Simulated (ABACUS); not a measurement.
**PbS: band-structure run (part 2 of 2)**

PbS (Fm-3m, 2 atoms in the cell); Kohn-Sham DFT of a periodic cell, PBE, spin-orbit coupling, PseudoDojo NC FR 0.4 PBE stringent, no spin polarisation (ABACUS 3.10.1); cutoff 1360.57 eV, 5×5×5 k-mesh, fermi-dirac of 0.05 eV. The structure derives from an entry of the Crystallography Open Database.

Geometry of the input (Å; fractional positions):
```
0.0000  2.9657  2.9657
2.9657  0.0000  2.9657
2.9657  2.9657  0.0000
Pb 0.0000  0.0000  0.0000
S  0.5000  0.5000  0.5000
```

## Output, continued
```
----------------------------------------------------------
 E_KohnSham     -441.8281128994      -6011.3798720196
 E_Harris       -441.7992126405      -6010.9866638238
 E_Fermi        0.7397142746         10.0643290263
----------------------------------------------------------

 LCAO ALGORITHM --------------- ION=   1  ELEC=   6--------------------------------
total magnetism (Bohr mag/cell)	-2.7669e-16	1.32783e-16	-3.46358e-16
       absolute magnetism (Bohr mag/cell) = 3.07733e-15

 Density error is 0.000136717241629
----------------------------------------------------------
     Energy           Rydberg                 eV
----------------------------------------------------------
 E_KohnSham     -441.8281155911      -6011.3799086421
 E_Harris       -441.8226067228      -6011.3049566431
 E_Fermi        0.7394640897         10.0609250864
----------------------------------------------------------

 LCAO ALGORITHM --------------- ION=   1  ELEC=   7--------------------------------
total magnetism (Bohr mag/cell)	-3.42712e-16	-8.95975e-17	1.88258e-16
       absolute magnetism (Bohr mag/cell) = 2.23572e-15

 Density error is 1.45635758189e-05
----------------------------------------------------------
     Energy           Rydberg                 eV
----------------------------------------------------------
 E_KohnSham     -441.8281156341      -6011.3799092269
 E_Harris       -441.8272863764      -6011.3686265966
 E_Fermi        0.7395131384         10.0615924277
----------------------------------------------------------

 LCAO ALGORITHM --------------- ION=   1  ELEC=   8--------------------------------
total magnetism (Bohr mag/cell)	-4.98436e-17	4.60957e-17	3.94181e-16
       absolute magnetism (Bohr mag/cell) = 3.21662e-15

 Density error is 1.3402499689e-05
----------------------------------------------------------
     Energy           Rydberg                 eV
----------------------------------------------------------
 E_KohnSham     -441.8281156318      -6011.3799091957
 E_Harris       -441.8276338084      -6011.3733536514
 E_Fermi        0.7395231732         10.0617289582
----------------------------------------------------------

 LCAO ALGORITHM --------------- ION=   1  ELEC=   9--------------------------------
total magnetism (Bohr mag/cell)	-9.30421e-17	2.52448e-17	-8.18364e-16
       absolute magnetism (Bohr mag/cell) = 2.74842e-15

 Density error is 1.59922019183e-07
----------------------------------------------------------
     Energy           Rydberg                 eV
----------------------------------------------------------
 E_KohnSham     -441.8281156331      -6011.3799092136
 E_Harris       -441.8281133742      -6011.3798784794
 E_Fermi        0.7395187401         10.0616686425
----------------------------------------------------------

 LCAO ALGORITHM --------------- ION=   1  ELEC=  10--------------------------------
total magnetism (Bohr mag/cell)	-3.15527e-16	1.4577e-16	4.04691e-16
       absolute magnetism (Bohr mag/cell) = 2.34558e-15

 Density error is 2.75793090865e-08
----------------------------------------------------------
     Energy           Rydberg                 eV
----------------------------------------------------------
 E_KohnSham     -441.8281156331      -6011.3799092137
 E_KS(sigma->0) -441.8281155450      -6011.3799080148
 E_Harris       -441.8281152906      -6011.3799045527
 E_band         -52.9636778682       -720.6078060444
 E_one_elec     -258.2768004178      -3514.0361468902
 E_Hartree      129.1054528722       1756.5698019318
 E_xc           -74.2912500030       -1010.7843115838
 E_Ewald        -238.3655179083      -3243.1292502736
 E_entropy(-TS) -0.0000001762        -0.0000023978
 E_descf        0.0000000000         0.0000000000
 E_exx          0.0000000000         0.0000000000
 E_Fermi        0.7395187967         10.0616694127
----------------------------------------------------------

 charge density convergence is achieved
 final etot is -6011.3799092 eV
 EFERMI = 10.061669413 eV

 STATE ENERGY(eV) AND OCCUPATIONS    NSPIN == 4
 1/125 kpoint (Cartesian) = 0.0000 0.0000 0.0000 (1488 pws)
       1       -129.618     0.00800000
       2       -129.618     0.00800000
       3       -86.6532     0.00800000
       4       -86.6532     0.00800000
       5       -65.3616     0.00800000
       6       -65.3616     0.00800000
       7       -65.3616     0.00800000
       8       -65.3616     0.00800000
       9       -8.47138     0.00800000
      10       -8.47138     0.00800000
      11       -8.47138     0.00800000
      12       -8.47138     0.00800000
      13       -5.93102     0.00800000
      14       -5.93102     0.00800000
      15       -5.92452     0.00800000
      16       -5.92452     0.00800000
      17       -5.92452     0.00800000
      18       -5.92452     0.00800000
      19       -3.69412     0.00800000
      20       -3.69412     0.00800000
      21        3.88405     0.00800000
      22        3.88405     0.00800000
      23        7.55409     0.00800000
      24        7.55409     0.00800000
      25        7.87814     0.00800000
      26        7.87814     0.00800000
      27        7.87814     0.00800000
      28        7.87814     0.00800000
      29        13.5898    1.81148e-33
      30        13.5898    1.81148e-33
      31        16.0669    5.52471e-55
      32        16.0669    5.52471e-55
      33        16.0669    5.52471e-55
      34        16.0669    5.52471e-55
      35        16.6748    2.89928e-60
      36        16.6748    2.89928e-60
      37        16.6748    2.89928e-60
      38        16.6748    2.89928e-60
      39        16.8307    1.28118e-61
      40        16.8307    1.28118e-61
      41        19.1014    2.42757e-81
      42        19.1014    2.42757e-81
      43        19.1014    2.42757e-81
      44        19.1014    2.42757e-81
      45        19.9912    4.53028e-89
      46        19.9912    4.53028e-89
      47        31.1604        0.00000
      48        31.1604        0.00000

 2/125 kpoint (Cartesian) = -0.033718 0.033718 0.033718 (1485 pws)
       1       -129.618     0.00800000
       2       -129.618     0.00800000
       3       -86.6834     0.00800000
       4       -86.6834     0.00800000
       5       -65.3725     0.00800000
       6       -65.3725     0.00800000
       7       -65.3668     0.00800000
       8       -65.3668     0.00800000
       9       -8.47292     0.00800000
      10       -8.47292     0.00800000
      11       -8.46851     0.00800000
      12       -8.46851     0.00800000
      13       -5.93563     0.00800000
      14       -5.93563     0.00800000
      15       -5.92177     0.00800000
      16       -5.92177     0.00800000
      17       -5.91810     0.00800000
      18       -5.91810     0.00800000
      19       -3.36284     0.00800000
      20       -3.36284     0.00800000
      21        2.87057     0.00800000
      22        2.87057     0.00800000
      23        7.75621     0.00800000
      24        7.75621     0.00800000
      25        7.94824     0.00800000
      26        7.94824     0.00800000
      27        8.50955     0.00800000
      28        8.50955     0.00800000
      29        12.2572    6.80283e-22
      30        12.2572    6.80283e-22
      31        13.7916    3.20198e-35
      32        13.7916    3.20198e-35
      33        14.2453    3.66564e-39
      34        14.2453    3.66564e-39
      35        17.4449    5.93001e-67
      36        17.4449    5.93001e-67
      37        17.6470    1.04204e-68
      38        17.6470    1.04204e-68
      39        17.7614    1.05690e-69
      40        17.7614    1.05690e-69
      41        21.1134        0.00000
      42        21.1134        0.00000
      43        21.6117        0.00000
      44        21.6117        0.00000
      45        22.4945        0.00000
      46        22.4945        0.00000
      47        28.0041        0.00000
      48        28.0041        0.00000

 3/125 kpoint (Cartesian) = -0.067437 0.067437 0.067437 (1471 pws)
       1       -129.618     0.00800000
       2       -129.618     0.00800000
       3       -86.7192     0.00800000
       4       -86.7192     0.00800000
       5       -65.3847     0.00800000
       6       -65.3847     0.00800000
       7       -65.3737     0.00800000
       8       -65.3737     0.00800000
       9       -8.47490     0.00800000
      10       -8.47490     0.00800000
      11       -8.45851     0.00800000
      12       -8.45851     0.00800000
      13       -5.95325     0.00800000
      14       -5.95325     0.00800000
      15       -5.90662     0.00800000
      16       -5.90662     0.00800000
      17       -5.90604     0.00800000
      18       -5.90604     0.00800000
      19       -2.62729     0.00800000
      20       -2.62729     0.00800000
      21        1.35370     0.00800000
      22        1.35370     0.00800000
      23        8.05294     0.00800000
      24        8.05294     0.00800000
      25        8.10921     0.00800000
      26        8.10921     0.00800000
      27        9.49678     0.00799990
      28        9.49678     0.00799990
      29        10.6166    1.21012e-07
      30        10.6166    1.21012e-07
      31        11.9252    5.20517e-19
      32        11.9252    5.20517e-19
      33        12.6496    2.65889e-25
      34        12.6496    2.65889e-25
      35        18.8825    1.93334e-79
      36        18.8825    1.93334e-79
      37        19.7752    3.41004e-87
      38        19.7752    3.41004e-87
      39        19.8383    9.64008e-88
      40        19.8383    9.64008e-88
      41        22.6793        0.00000
      42        22.6793        0.00000
      43        23.9906        0.00000
      44        23.9906        0.00000
      45        24.0838        0.00000
      46        24.0838        0.00000
      47        25.3006        0.00000
      48        25.3006        0.00000

 4/125 kpoint (Cartesian) = -0.10115 0.10115 0.10115 (1482 pws)
       1       -129.618     0.00800000
       2       -129.618     0.00800000
       3       -86.7192     0.00800000
       4       -86.7192     0.00800000
       5       -65.3847     0.00800000
       6       -65.3847     0.00800000
       7       -65.3737     0.00800000
       8       -65.3737     0.00800000
       9       -8.47490     0.00800000
      10       -8.47490     0.00800000
      11       -8.45851     0.00800000
      12       -8.45851     0.00800000
      13       -5.95325     0.00800000
      14       -5.95325     0.00800000
      15       -5.90662     0.00800000
      16       -5.90662     0.00800000
      17       -5.90604     0.00800000
      18       -5.90604     0.00800000
      19       -2.62729     0.00800000
      20       -2.62729     0.00800000
      21        1.35370     0.00800000
      22        1.35370     0.00800000
      23        8.05294     0.00800000
      24        8.05294     0.00800000
      25        8.10921     0.00800000
      26        8.10921     0.00800000
      27        9.49678     0.00799990
      28        9.49678     0.00799990
      29        10.6166    1.21012e-07
      30        10.6166    1.21012e-07
      31        11.9252    5.20517e-19
      32        11.9252    5.20517e-19
      33        12.6496    2.65889e-25
      34        12.6496    2.65889e-25
      35        18.8825    1.93334e-79
      36        18.8825    1.93334e-79
      37        19.7752    3.41004e-87
      38        19.7752    3.41004e-87
      39        19.8383    9.64008e-88
      40        19.8383    9.64008e-88
      41        22.6793        0.00000
      42        22.6793        0.00000
      43        23.9906        0.00000
      44        23.9906        0.00000
      45        24.0838        0.00000
      46        24.0838        0.00000
      47        25.3006        0.00000
      48        25.3006        0.00000

 5/125 kpoint (Cartesian) = -0.13487 0.13487 0.13487 (1476 pws)
       1       -129.618     0.00800000
       2       -129.618     0.00800000
       3       -86.6834     0.00800000
       4       -86.6834     0.00800000
       5       -65.3725     0.00800000
       6       -65.3725     0.00800000
       7       -65.3668     0.00800000
       8       -65.3668     0.00800000
       9       -8.47292     0.00800000
      10       -8.47292     0.00800000
      11       -8.46851     0.00800000
      12       -8.46851     0.00800000
      13       -5.93563     0.00800000
      14       -5.93563     0.00800000
      15       -5.92177     0.00800000
      16       -5.92177     0.00800000
      17       -5.91810     0.00800000
      18       -5.91810     0.00800000
      19       -3.36284     0.00800000
      20       -3.36284     0.00800000
      21        2.87057     0.00800000
      22        2.87057     0.00800000
      23        7.75621     0.00800000
      24        7.75621     0.00800000
      25        7.94824     0.00800000
      26        7.94824     0.00800000
      27        8.50955     0.00800000
      28        8.50955     0.00800000
      29        12.2572    6.80283e-22
      30        12.2572    6.80283e-22
      31        13.7916    3.20198e-35
      32        13.7916    3.20198e-35
      33        14.2453    3.66564e-39
      34        14.2453    3.66564e-39
      35        17.4449    5.93001e-67
      36        17.4449    5.93001e-67
      37        17.6470    1.04204e-68
      38        17.6470    1.04204e-68
      39        17.7614    1.05690e-69
      40        17.7614    1.05690e-69
      41        21.1134        0.00000
      42        21.1134        0.00000
      43        21.6117        0.00000
      44        21.6117        0.00000
      45        22.4945        0.00000
      46        22.4945        0.00000
      47        28.0041        0.00000
      48        28.0041        0.00000

 6/125 kpoint (Cartesian) = 0.033718 -0.033718 0.033718 (1486 pws)
       1       -129.618     0.00800000
       2       -129.618     0.00800000
       3       -86.6834     0.00800000
       4       -86.6834     0.00800000
       5       -65.3725     0.00800000
       6       -65.3725     0.00800000
       7       -65.3668     0.00800000
       8       -65.3668     0.00800000
       9       -8.47292     0.00800000
      10       -8.47292     0.00800000
      11       -8.46851     0.00800000
      12       -8.46851     0.00800000
      13       -5.93563     0.00800000
      14       -5.93563     0.00800000
      15       -5.92177     0.00800000
      16       -5.92177     0.00800000
      17       -5.91810     0.00800000
      18       -5.91810     0.00800000
      19       -3.36284     0.00800000
      20       -3.36284     0.00800000
      21        2.87057     0.00800000
      22        2.87057     0.00800000
      23        7.75621     0.00800000
      24        7.75621     0.00800000
      25        7.94824     0.00800000
      26        7.94824     0.00800000
      27        8.50955     0.00800000
      28        8.50955     0.00800000
      29        12.2572    6.80283e-22
      30        12.2572    6.80283e-22
      31        13.7916    3.20198e-35
      32        13.7916    3.20198e-35
      33        14.2453    3.66564e-39
      34        14.2453    3.66564e-39
      35        17.4449    5.93001e-67
      36        17.4449    5.93001e-67
      37        17.6470    1.04204e-68
      38        17.6470    1.04204e-68
      39        17.7614    1.05690e-69
      40        17.7614    1.05690e-69
      41        21.1134        0.00000
      42        21.1134        0.00000
      43        21.6117        0.00000
      44        21.6117        0.00000
      45        22.4945        0.00000
      46        22.4945        0.00000
      47        28.0041        0.00000
      48        28.0041        0.00000

[... levels at 119 further k points ...]

-------------------------------------------------------------------------------------------
       Total Magnetism (uB)                    x                    y                    z
-------------------------------------------------------------------------------------------
                        Pb1         0.0000000000         0.0000000000         0.0000000000
                         S1         0.0000000000         0.0000000000         0.0000000000
-------------------------------------------------------------------------------------------

-------------------------------------------------------------------------------------------
       Total Magnetism (uB)       Magnitude (uB)       Polar (degree)     Azimuth (degree)
-------------------------------------------------------------------------------------------
                        Pb1         0.0000000000                 -nan         0.0000000000
                         S1         0.0000000000                 -nan         0.0000000000
-------------------------------------------------------------------------------------------

 correction force for each atom along direction 1 is -6.98922e-14
 correction force for each atom along direction 2 is -1.89342e-14
 correction force for each atom along direction 3 is -2.30819e-13
------------------------------------------------------------------------------------------
 TOTAL-FORCE (eV/Angstrom)
------------------------------------------------------------------------------------------
                       Pb1         0.0000000000         0.0000000000         0.0000000000
                        S1         0.0000000000         0.0000000000         0.0000000000
------------------------------------------------------------------------------------------

----------------------------------------------------------------
 TOTAL-STRESS (KBAR)
----------------------------------------------------------------
        19.1691903470        -0.0000000000         0.0000000001
        -0.0000000000        19.1691903476         0.0000000000
         0.0000000001         0.0000000000        19.1691903464
----------------------------------------------------------------
 TOTAL-PRESSURE: 19.169190 KBAR

 --------------------------------------------
 !FINAL_ETOT_IS -6011.3799092136896434 eV
 --------------------------------------------
```

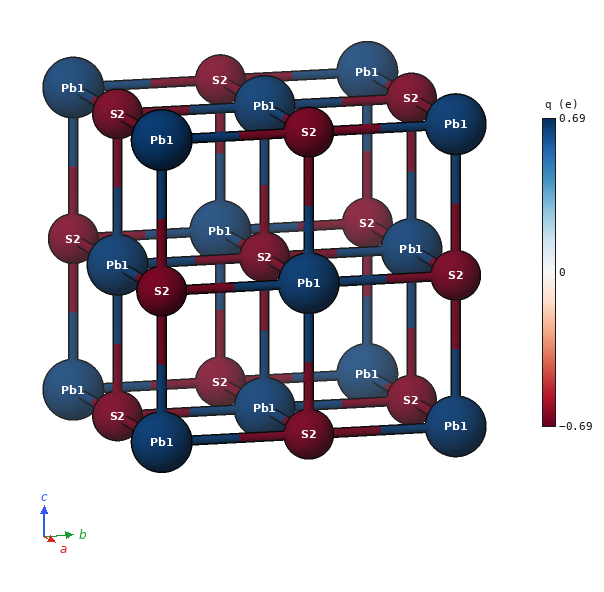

Mulliken charges, as the colour of each atom (ball-and-stick view of the cell 4 times as large as that of the calculation, set on its symmetry axes, seen slightly off an axis; atoms are numbered from 1 in the order of the input). By element: Pb +0.66 and S −0.66 e.

## Summary

| quantity | value |
| --- | --- |
| outcome | converged |
| space group (tolerance 0.01 Å) | Fm-3m (225) |
| electrons treated | 28 |
| free energy | −6011.3799 eV |
| Fermi energy of the self-consistent step | 10.062 eV |
| gap on the k-point mesh | 1.12 eV |
| pressure | 1.92 GPa |
| largest force (length of the vector) | under 0.001 eV/Å |
| hardware | 4 threads of Intel Xeon (Sapphire Rapids), 64 GiB of memory available, shared host |
| wall time | 21 s (CPU time 82 s) |
| peak memory | 0.76 GiB |

Points of doubt noted for this run: home made orbitals.
